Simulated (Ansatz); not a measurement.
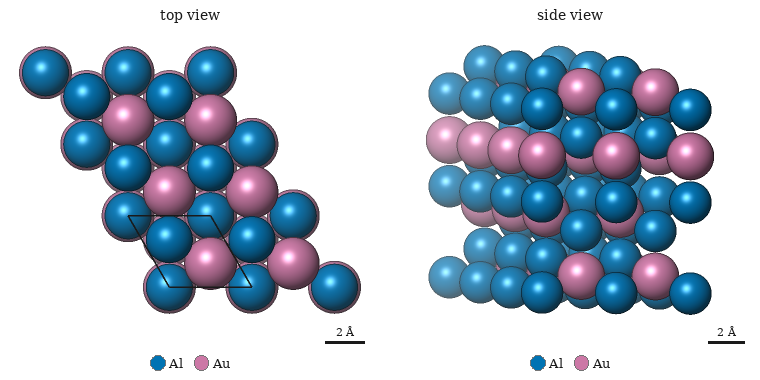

Al2Au(111) (Fm-3m bulk, 12 atomic planes (those closer than 0.6 Å count as one), 12 Å, Al-terminated), seen from above and from the side.

All numbers here come from DFT PBE, scalar-relativistic, plane waves, PAW in Ansatz. Cutoff 420 eV, 18 × 18 k-points, Gaussian smearing 0.1 eV, dipole correction. The slab is a cut without reconstruction beyond its cell, at the source's lattice constants, with its lower half held fixed and the rest relaxed. No spin polarisation. Spin–orbit coupling is left out; with Au it can shift levels and gaps. The run couldn't confirm all of its levels under its output density. The run warns that the functional's potential is rough in the thin density of the vacuum, where the tip is; weak contrasts and barriers may feel it.

Images follow the Tersoff–Hamann model: the current is the local density of the sample's states between the Fermi level and the bias, at the tip's centre. Bias windows are sharp sums over the levels of the k mesh.

```cif
data_structure
_symmetry_space_group_name_H-M 'P 1'
_symmetry_Int_Tables_number 1
_cell_length_a 4.2426
_cell_length_b 4.2426
_cell_length_c 32.1244
_cell_angle_alpha 90.000
_cell_angle_beta 90.000
_cell_angle_gamma 120.000
_cell_volume 500.77
loop_
_atom_site_label
_atom_site_type_symbol
_atom_site_fract_x
_atom_site_fract_y
_atom_site_fract_z
_atom_site_occupancy
Al1 Al 0.00000 0.00000 0.31129 1
Au1 Au 0.66667 0.33333 0.33825 1
Al2 Al 0.33333 0.66667 0.36521 1
Al3 Al 0.66667 0.33333 0.41912 1
Au2 Au 0.33333 0.66667 0.44608 1
Al4 Al 0.00000 0.00000 0.47304 1
Al5 Al 0.33333 0.66667 0.52802 1
Au3 Au 0.00000 0.00000 0.55512 1
Al6 Al 0.66667 0.33333 0.58434 1
Al7 Al 0.00000 0.00000 0.63773 1
Au4 Au 0.66667 0.33333 0.66592 1
Al8 Al 0.33333 0.66667 0.68928 1
```

The last single point, restarted from the relaxation's density, took 5.4 min on 1 thread of Arm Neoverse N1, on a shared host, peak memory 1.1 GiB.

**Describe the constant-height image 5.0 Å above the topmost atom at a sample bias of −1.00 V.**

The brightest spots lie over the top Al atoms, with weaker maxima over the Au atoms 0.8 Å below the top plane; the darkest points are over the sites above the Al atoms 1.7 Å below the top plane. The brightest point carries 1.9 times the current of the darkest.

**Predict the constant-height image 3.5 Å above the topmost atom at +0.25 V.**

The brightest spots lie over the top Al atoms; the darkest points are over the sites above the Al atoms 1.7 Å below the top plane. The brightest point carries 2.6 times the current of the darkest.

The computed images, with the atoms seen from above drawn over one corner (deeper ones smaller):

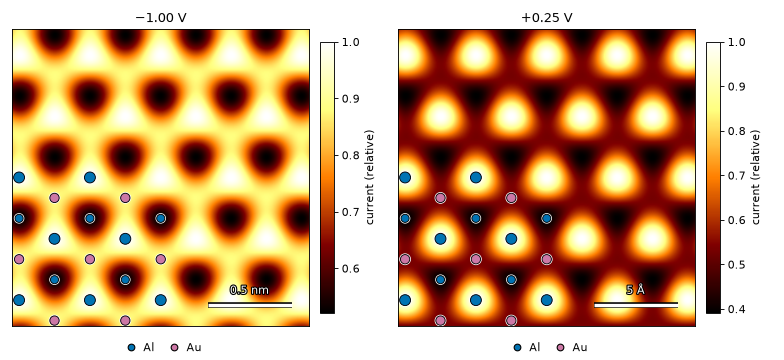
